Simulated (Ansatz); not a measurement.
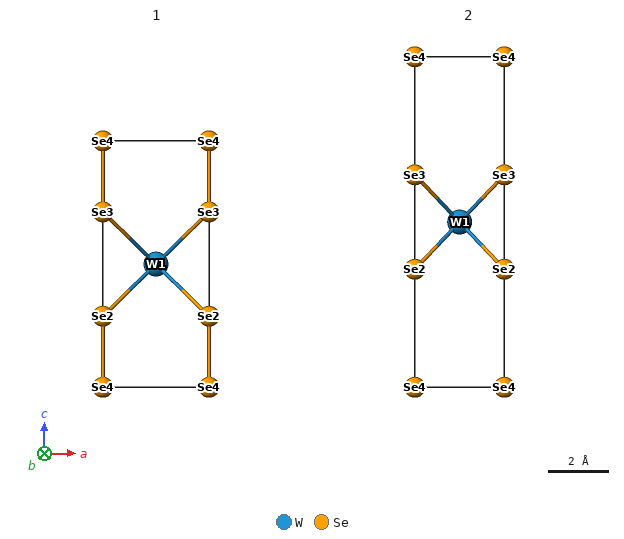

Two geometries of crystalline WSe3 (a generated structure, set up in P4/mmm) (coarse preliminary run), drawn at one scale. One is the start of a relaxation, the other its converged end. Style: ball-and-stick. Shown: the cell of the calculation, along the b axis.

Theory: DFT PBE, scalar-relativistic, plane waves, PAW in Ansatz. Set-up: plane-wave cutoff 420 eV; k-point mesh 6 × 6 × 2; occupations gaussian; smearing width 0.1 eV; no spin polarisation; cell and atoms relaxed; force threshold 0.04 eV/Å; at most 70 steps.

### Which one is relaxed?

Structure 2 is the relaxed one. Over 13 accepted moves (17 points after the start) the energy falls by 816 meV per atom. Largest force component: 3.2 eV/Å at the start, 0.0093 eV/Å at the end. The pressure goes from −11.98 to 0.09 GPa. The line search rejected the trial steps at points 9, 15 of the run. At 2 points the geometry stayed and the basis and grid were re-selected for the new cell (energy shift of 3.8 meV per atom at most each time). The largest moves relative to the cell, 0.77 Å, are those of Se2 and Se3. Se3 goes along −c. W stays in place. Cell: a = b 3.577 → 3.014 Å (−15.7 %), c 8.297 → 11.129 Å (+34.1 %). Volume −4.8 %. Among the contacts that change: Se2–Se4 2.393 → 3.976 Å, W1–W1 3.577 → 3.014 Å, Se2–Se2 3.577 → 3.014 Å, W1–Se2 3.079 → 2.659 Å. Bonds break: Se2–Se4 (2.39 → 3.98 Å), Se3–Se4 (2.39 → 3.98 Å). Bond angles that change, for instance: W1–Se2–W1 110.5° → 106.6°. The space group stays P4/mmm (No. 123). The run took 72 s on 1 thread of Arm Neoverse V2, with other jobs on the host, peak memory 0.39 GiB.

Limits of the set-up: the k-point mesh is coarse for a cell with partly filled bands.
